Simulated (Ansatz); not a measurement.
## Geometry relaxation of Al2Cu (part 1 of 2)

Al2Cu (I4/mcm, 6 atoms in the cell), computed with DFT PBEsol, scalar-relativistic, plane waves, PAW, no spin polarisation (Ansatz 0.2.0).

The structure derives from a Materials Project entry. Figures and captions count atoms from 1; the log counts them from 0 in places.

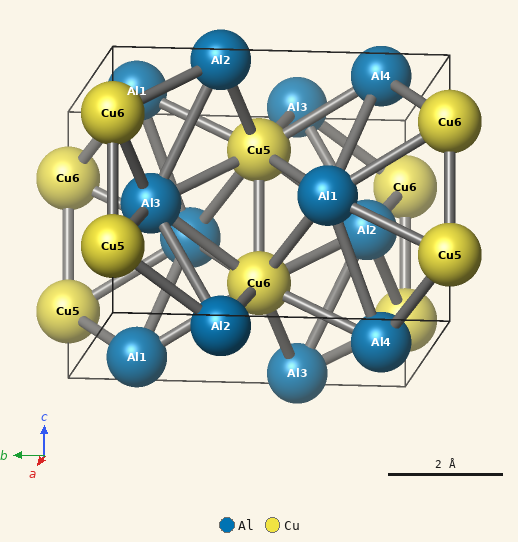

*The input geometry (ball-and-stick view of the cell 2 times as large as that of the calculation, set on its symmetry axes, seen at an oblique angle; atoms are numbered from 1 in the order of the input). An atom can appear more than once, as a periodic image.*

## Summary

```json
{"quantity": "outcome", "value": "converged"}
{"quantity": "space group (tolerance 0.01 Å)", "value": "I4/mcm (140)"}
{"quantity": "electrons treated", "value": "50"}
{"quantity": "free energy", "value": "−15276.7975 eV"}
{"quantity": "Fermi energy", "value": "10.676 eV"}
{"quantity": "gap on the k-point mesh", "value": "none (metallic)"}
{"quantity": "pressure", "value": "0.00 GPa"}
{"quantity": "final volume", "value": "86.70 Å³"}
{"quantity": "largest force (length of the vector) at the end", "value": "under 0.001 eV/Å"}
{"quantity": "final cell", "value": "a = 4.877 Å, b = 4.877 Å, c = 4.877 Å, α = 104.19°, β = 104.19°, γ = 120.65°"}
{"quantity": "hardware", "value": "2 threads of Intel Xeon @ 2.50GHz (Skylake/Cascade Lake), 192 GiB of memory available, shared host"}
{"quantity": "wall time", "value": "57 s (CPU time 1.8 min)"}
{"quantity": "peak memory", "value": "0.59 GiB"}
```

## The input
```yaml
crystal:
  lattice:
    - [-2.9988978291, 2.9988978291, 2.3927372905]
    - [2.9988978291, -2.9988978291, 2.3927372905]
    - [2.9988978291, 2.9988978291, -2.3927372905]
  atoms:
    - { symbol: Al, position: [0.84139308, 0.65860692, 0.5] }
    - { symbol: Al, position: [0.65860692, 0.15860692, 0.81721383] }
    - { symbol: Al, position: [0.34139308, 0.84139308, 0.18278617] }
    - { symbol: Al, position: [0.15860692, 0.34139308, 0.5] }
    - { symbol: Cu, position: [0.25, 0.25, 0.0] }
    - { symbol: Cu, position: [0.75, 0.75, 0.0] }
basis:
  ecutwfc: 420
kpoints:
  mp_grid: { grid: [10, 10, 10] }
hamiltonian:
  xc: pbesol
scf:
  occupations: { method: gaussian, width: 0.1 }
output:
  forces: true
  stress: true
  eigenvalues: true
relax:
  adjacent_minimum: "off"
  f_tol: 0.005
  max_steps: 80
  cell: { stress_tol: 0.05 }
```

Command:
```bash
ansatz run input.yaml --threads 2 --pin off --max-ram 5120MiB --backend cpu --events-out ev --progress --plain --runs-dir out
```

## The program's output
```
Engine: ansatz 0.2.0, x86_64-unknown-linux-gnu
Pseudopotentials: kind: paw
Pseudopotential: Al, paw, valence charge 3, recommended cutoff 420 eV (normal), Al.paw.azcp
Pseudopotential: Cu, paw, valence charge 19, recommended cutoff 420 eV (normal), Cu.paw.azcp
Functional definition: PBEsol
  exchange = pbesol_x
  correlation = pbesol_c
Crystal: 6 atoms, lattice volume = 86.075 Å³
Basis set: ecut = 420 eV, 1679 PW (Γ), exchange–correlation on 72×72×72 points (8 copies of the dense FFT grid, shifted against one another)
Bands: 31, of which v1, the nominal top of the filled ones, is band 25 counted from 1 (24 counted from 0)
Symmetry: 16 space group operations
Space group: I4/mcm (ITA 140), of the structure as read, at distance tolerance 4.4e-5 Å
k-points: 102 of 1000
Non-local potential: Al, projectors of the file, l = 0: 2, l = 1: 2, l = 2: 1
Non-local potential: Cu, projectors of the file, l = 0: 3, l = 1: 2, l = 2: 3, l = 3: 1
PAW form: soft (Blöchl's): semilocal exchange-correlation on the pseudo side does not see the compensation charge
PAW frozen core: Al, regenerated for the run's functional, and the local potential with it (the file was generated under x = pbe(κ = 0.804, μ = 0.2195149727645171), c = pbe(β = 0.06672455060314922))
PAW frozen core: Cu, regenerated for the run's functional, and the local potential with it (the file was generated under x = pbe(κ = 0.804, μ = 0.2195149727645171), c = pbe(β = 0.06672455060314922))
PAW one-centre angular grid: Al, 110 points (default); XC on 64 Gauss nodes
PAW one-centre angular grid: Cu, 590 points (default); XC on 64 Gauss nodes
Initial density: superposition of atomic densities (neutral atoms: chi_scale 0, normalization atom), corrected by the library's trained network
Initial wavefunctions: pseudopotential atomic-orbital guess
Functional: x = pbesol(κ = 0.804, μ = 0.12345679012345678), c = pbesol(β = 0.046)
SCF iter   1: F=—  HF=-15276.799075 eV  |F-HF|=—  |Δ(HF+E_count)|=         —  Δρ=5.09e-3  dr2=1.23e-2  ethr=1.77e-3  ⟨swp⟩=7.9  Hψ=15950  notcnv=0  defer=1
preconditioner: auto → Kerker (q_TF=auto, 2.492 Å⁻¹)  [metal: Δε(μ)=0.005 eV  Ē_g=7.323 eV  σ=0.100 eV  W_gap=0.03  n_scr=16 (ndim 8)  ℏωp=23.3 eV  f_vac=0.000  D(μ)=1.98/eV (n_scr^D=12)]
SCF iter   2: F=—  HF=-15276.794941 eV  |F-HF|=—  |Δ(HF+E_count)|=   4.13e-3  Δρ=1.45e-3  dr2=4.78e-3  ethr=2.46e-5  ⟨swp⟩=2.3  Hψ=6130  notcnv=0  defer=2
SCF iter   3: F=—  HF=-15276.794276 eV  |F-HF|=—  |Δ(HF+E_count)|=   6.66e-4  Δρ=9.66e-4  dr2=1.78e-3  ethr=9.56e-6  ⟨swp⟩=1.1  Hψ=3041  notcnv=0  defer=2
SCF iter   4: F=—  HF=-15276.793874 eV  |F-HF|=—  |Δ(HF+E_count)|=   4.02e-4  Δρ=3.97e-4  dr2=3.61e-4  ethr=3.55e-6  ⟨swp⟩=1.8  Hψ=3614  notcnv=0  defer=2
SCF iter   5: F=—  HF=-15276.793787 eV  |F-HF|=—  |Δ(HF+E_count)|=   8.68e-5  Δρ=9.20e-5  dr2=1.98e-5  ethr=7.22e-7  ⟨swp⟩=2.0  Hψ=4343  notcnv=0  defer=2
SCF iter   6: F=—  HF=-15276.793780 eV  |F-HF|=—  |Δ(HF+E_count)|=   7.13e-6  Δρ=1.57e-5  dr2=3.46e-7  ethr=3.95e-8  ⟨swp⟩=2.0  Hψ=4594  notcnv=0  defer=2
SCF iter   7: F=-15276.793780 eV  HF=-15276.793780 eV  |F-HF|=3.36e-9  |Δ(HF+E_count)|=   5.95e-8  Δρ=4.59e-6  dr2=1.20e-8  ethr=2.00e-10  ⟨swp⟩=7.7  Hψ=14319  notcnv=0
SCF 1 converged in 7 iterations: F = -15276.793780 eV  dr2 = 1.20e-8
  greatest PAW one-centre occupation: 1.000 electrons in one spin orbital (limit 2), on the Cu atom at site 5 (counted from 0), in its partial waves of l = 0
relax step   1: F+E_penalty+E_count = -15276.79377990 eV  Δ(F+E_penalty+E_count) = +0.000e0 eV  max|allowed force component| = 1.205e-2 eV/Å  Δτ_max = 0.0000 Å  P = +0.782 GPa  Ω = 86.075 Å³  (7 SCF iters, dr2 threshold 1.00e-7 eV, accepted)
Crystal: 6 atoms, lattice volume = 86.541 Å³
Basis set: ecut = 420 eV, 1681 PW (Γ), exchange–correlation on 72×72×72 points (8 copies of the dense FFT grid, shifted against one another)
Initial density: handed on by an earlier stage of this run
Initial wavefunctions: those handed on with the density
iter 1 solved again at ethr=6.36e-6 eV; its pass at ethr=3.10e-3 eV (dr2=3.18e-3 eV) is discarded
SCF iter   1: F=—  HF=-15276.796973 eV  |F-HF|=—  |Δ(HF+E_count)|=         —  Δρ=2.09e-3  dr2=3.17e-3  ethr=6.36e-6  ⟨swp⟩=2.2  Hψ=15367  notcnv=0
preconditioner: auto → Kerker (q_TF=auto, 2.490 Å⁻¹)  [metal: Δε(μ)=0.005 eV  Ē_g=7.306 eV  σ=0.100 eV  W_gap=0.03  n_scr=16 (ndim 8)  ℏωp=23.3 eV  f_vac=0.000  D(μ)=1.97/eV (n_scr^D=12)]
SCF iter   2: F=—  HF=-15276.796561 eV  |F-HF|=—  |Δ(HF+E_count)|=   4.12e-4  Δρ=3.33e-4  dr2=1.39e-4  ethr=6.34e-6  ⟨swp⟩=2.0  Hψ=4113  notcnv=0
SCF iter   3: F=—  HF=-15276.796486 eV  |F-HF|=—  |Δ(HF+E_count)|=   7.55e-5  Δρ=3.33e-4  dr2=1.43e-4  ethr=2.78e-7  ⟨swp⟩=2.1  Hψ=5435  notcnv=0
SCF iter   4: F=—  HF=-15276.796463 eV  |F-HF|=—  |Δ(HF+E_count)|=   2.31e-5  Δρ=8.64e-5  dr2=5.90e-6  ethr=2.78e-7  ⟨swp⟩=2.3  Hψ=4336  notcnv=0
iter 5 did not close the SCF: its close was put off for the readings that it lacked (scf_convergence_deferred on its scf_iter line)
SCF iter   5: F=-15276.796464 eV  HF=-15276.796464 eV  |F-HF|=7.70e-8  |Δ(HF+E_count)|=   1.30e-6  Δρ=2.10e-5  dr2=3.48e-7  ethr=1.18e-8  ⟨swp⟩=2.0  Hψ=4675  notcnv=0
SCF iter   6: F=-15276.796464 eV  HF=-15276.796464 eV  |F-HF|=1.30e-8  |Δ(HF+E_count)|=   8.01e-8  Δρ=2.84e-6  dr2=9.63e-9  ethr=6.96e-10  ⟨swp⟩=2.6  Hψ=11016  notcnv=0
SCF 2 converged in 6 iterations: F = -15276.796464 eV  dr2 = 9.63e-9
relax step   2: F+E_penalty+E_count = -15276.79646419 eV  Δ(F+E_penalty+E_count) = -2.684e-3 eV  max|allowed force component| = 1.489e-3 eV/Å  Δτ_max = 0.0037 Å  P = +0.192 GPa  Ω = 86.541 Å³  energy of the carried Pulay correction = -1.802e-4 eV  (6 SCF iters, dr2 threshold 6.00e-7 eV, accepted)
Crystal: 6 atoms, lattice volume = 86.739 Å³
iter 1 solved again at ethr=1.04e-6 eV; its pass at ethr=3.10e-3 eV (dr2=5.21e-4 eV) is discarded
SCF iter   1: F=—  HF=-15276.797250 eV  |F-HF|=—  |Δ(HF+E_count)|=         —  Δρ=8.73e-4  dr2=4.95e-4  ethr=1.04e-6  ⟨swp⟩=2.0  Hψ=15822  notcnv=0
preconditioner: auto → Kerker (q_TF=auto, 2.489 Å⁻¹)  [metal: Δε(μ)=0.011 eV  Ē_g=7.289 eV  σ=0.100 eV  W_gap=0.06  n_scr=16 (ndim 8)  ℏωp=23.2 eV  f_vac=0.000  D(μ)=1.86/eV (n_scr^D=12)]
SCF iter   2: F=—  HF=-15276.797180 eV  |F-HF|=—  |Δ(HF+E_count)|=   6.93e-5  Δρ=2.04e-4  dr2=2.80e-5  ethr=9.90e-7  ⟨swp⟩=2.0  Hψ=4177  notcnv=0
SCF iter   3: F=—  HF=-15276.797167 eV  |F-HF|=—  |Δ(HF+E_count)|=   1.31e-5  Δρ=1.67e-4  dr2=2.42e-5  ethr=5.60e-8  ⟨swp⟩=2.0  Hψ=5355  notcnv=0
SCF iter   4: F=—  HF=-15276.797163 eV  |F-HF|=—  |Δ(HF+E_count)|=   3.78e-6  Δρ=4.44e-5  dr2=1.07e-6  ethr=4.85e-8  ⟨swp⟩=2.2  Hψ=4166  notcnv=0
iter 5 did not close the SCF: its close was put off for the readings that it lacked (scf_convergence_deferred on its scf_iter line)
SCF iter   5: F=-15276.797164 eV  HF=-15276.797164 eV  |F-HF|=1.13e-8  |Δ(HF+E_count)|=   8.55e-8  Δρ=5.68e-6  dr2=2.09e-8  ethr=2.15e-9  ⟨swp⟩=2.2  Hψ=5716  notcnv=0
SCF iter   6: F=-15276.797164 eV  HF=-15276.797164 eV  |F-HF|=2.28e-9  |Δ(HF+E_count)|=   2.26e-8  Δρ=1.42e-6  dr2=1.84e-9  ethr=4.17e-11  ⟨swp⟩=2.0  Hψ=10162  notcnv=0
SCF 3 converged in 6 iterations: F = -15276.797164 eV  dr2 = 1.84e-9
relax step   3: F+E_penalty+E_count = -15276.79716353 eV  Δ(F+E_penalty+E_count) = -6.993e-4 eV  max|allowed force component| = 5.915e-3 eV/Å  Δτ_max = 0.0013 Å  P = -0.061 GPa  Ω = 86.739 Å³  energy of the carried Pulay correction = -2.565e-4 eV  (6 SCF iters, dr2 threshold 6.00e-7 eV, accepted)
Crystal: 6 atoms, lattice volume = 86.656 Å³
iter 1 solved again at ethr=1.93e-7 eV; its pass at ethr=3.10e-3 eV (dr2=9.64e-5 eV) is discarded
SCF iter   1: F=—  HF=-15276.797226 eV  |F-HF|=—  |Δ(HF+E_count)|=         —  Δρ=3.92e-4  dr2=9.89e-5  ethr=1.93e-7  ⟨swp⟩=2.5  Hψ=15640  notcnv=0
preconditioner: auto → Kerker (q_TF=auto, 2.489 Å⁻¹)  [metal: Δε(μ)=0.014 eV  Ē_g=7.288 eV  σ=0.100 eV  W_gap=0.08  n_scr=16 (ndim 8)  ℏωp=23.3 eV  f_vac=0.000  D(μ)=1.83/eV (n_scr^D=12)]
SCF iter   2: F=—  HF=-15276.797222 eV  |F-HF|=—  |Δ(HF+E_count)|=   4.53e-6  Δρ=7.90e-5  dr2=5.87e-6  ethr=1.93e-7  ⟨swp⟩=2.0  Hψ=4205  notcnv=0
SCF iter   3: F=—  HF=-15276.797209 eV  |F-HF|=—  |Δ(HF+E_count)|=   1.28e-5  Δρ=6.54e-5  dr2=4.21e-6  ethr=1.17e-8  ⟨swp⟩=2.1  Hψ=4862  notcnv=0
SCF iter   4: F=—  HF=-15276.797208 eV  |F-HF|=—  |Δ(HF+E_count)|=   8.99e-7  Δρ=2.05e-5  dr2=3.23e-7  ethr=8.43e-9  ⟨swp⟩=2.1  Hψ=4371  notcnv=0
iter 5 did not close the SCF: its close was put off for the readings that it lacked (scf_convergence_deferred on its scf_iter line)
SCF iter   5: F=-15276.797208 eV  HF=-15276.797208 eV  |F-HF|=7.37e-9  |Δ(HF+E_count)|=   2.28e-8  Δρ=2.46e-6  dr2=9.97e-9  ethr=6.46e-10  ⟨swp⟩=2.0  Hψ=3944  notcnv=0
SCF iter   6: F=-15276.797208 eV  HF=-15276.797208 eV  |F-HF|=1.21e-9  |Δ(HF+E_count)|=   1.15e-9  Δρ=8.33e-7  dr2=7.53e-10  ethr=1.99e-11  ⟨swp⟩=2.5  Hψ=10679  notcnv=0
SCF 4 converged in 6 iterations: F = -15276.797208 eV  dr2 = 7.53e-10
relax step   4: F+E_penalty+E_count = -15276.79720820 eV  Δ(F+E_penalty+E_count) = -4.467e-5 eV  max|allowed force component| = 3.669e-3 eV/Å  Δτ_max = 0.0019 Å  P = +0.054 GPa  Ω = 86.656 Å³  energy of the carried Pulay correction = -2.245e-4 eV  (6 SCF iters, dr2 threshold 1.20e-8 eV, accepted)
Crystal: 6 atoms, lattice volume = 86.695 Å³
iter 1 solved again at ethr=4.32e-8 eV; its pass at ethr=3.10e-3 eV (dr2=2.16e-5 eV) is discarded
SCF iter   1: F=—  HF=-15276.797218 eV  |F-HF|=—  |Δ(HF+E_count)|=         —  Δρ=1.85e-4  dr2=2.21e-5  ethr=4.32e-8  ⟨swp⟩=2.5  Hψ=15533  notcnv=0
preconditioner: auto → Kerker (q_TF=auto, 2.489 Å⁻¹)  [metal: Δε(μ)=0.014 eV  Ē_g=7.288 eV  σ=0.100 eV  W_gap=0.08  n_scr=16 (ndim 8)  ℏωp=23.3 eV  f_vac=0.000  D(μ)=1.85/eV (n_scr^D=12)]
SCF iter   2: F=—  HF=-15276.797221 eV  |F-HF|=—  |Δ(HF+E_count)|=   3.41e-6  Δρ=3.33e-5  dr2=8.99e-7  ethr=4.32e-8  ⟨swp⟩=2.0  Hψ=4232  notcnv=0
SCF iter   3: F=—  HF=-15276.797210 eV  |F-HF|=—  |Δ(HF+E_count)|=   1.16e-5  Δρ=2.93e-5  dr2=8.15e-7  ethr=1.80e-9  ⟨swp⟩=2.0  Hψ=5593  notcnv=0
SCF iter   4: F=—  HF=-15276.797210 eV  |F-HF|=—  |Δ(HF+E_count)|=   1.59e-7  Δρ=8.55e-6  dr2=4.69e-8  ethr=1.63e-9  ⟨swp⟩=2.1  Hψ=4199  notcnv=0
iter 5 did not close the SCF: its close was put off for the readings that it lacked (scf_convergence_deferred on its scf_iter line)
SCF iter   5: F=-15276.797210 eV  HF=-15276.797210 eV  |F-HF|=4.53e-10  |Δ(HF+E_count)|=   4.78e-9  Δρ=1.18e-6  dr2=1.66e-9  ethr=9.37e-11  ⟨swp⟩=2.6  Hψ=5387  notcnv=0
SCF iter   6: F=-15276.797210 eV  HF=-15276.797210 eV  |F-HF|=2.49e-10  |Δ(HF+E_count)|=  2.04e-10  Δρ=3.89e-7  dr2=1.48e-10  ethr=3.32e-12  ⟨swp⟩=2.0  Hψ=9168  notcnv=0
SCF 5 converged in 6 iterations: F = -15276.797210 eV  dr2 = 1.48e-10
relax step   5: F+E_penalty+E_count = -15276.79720955 eV  Δ(F+E_penalty+E_count) = -1.356e-6 eV  max|allowed force component| = 7.593e-5 eV/Å  Δτ_max = 0.0007 Å  P = +0.000 GPa  Ω = 86.695 Å³  energy of the carried Pulay correction = -2.397e-4 eV  (6 SCF iters, dr2 threshold 1.04e-8 eV, accepted)
Initial wavefunctions: pseudopotential atomic-orbital guess (no wavefunctions were taken with the density)
iter 1 solved again at ethr=6.25e-7 eV; its pass at ethr=3.10e-3 eV (dr2=3.13e-4 eV) is discarded
```
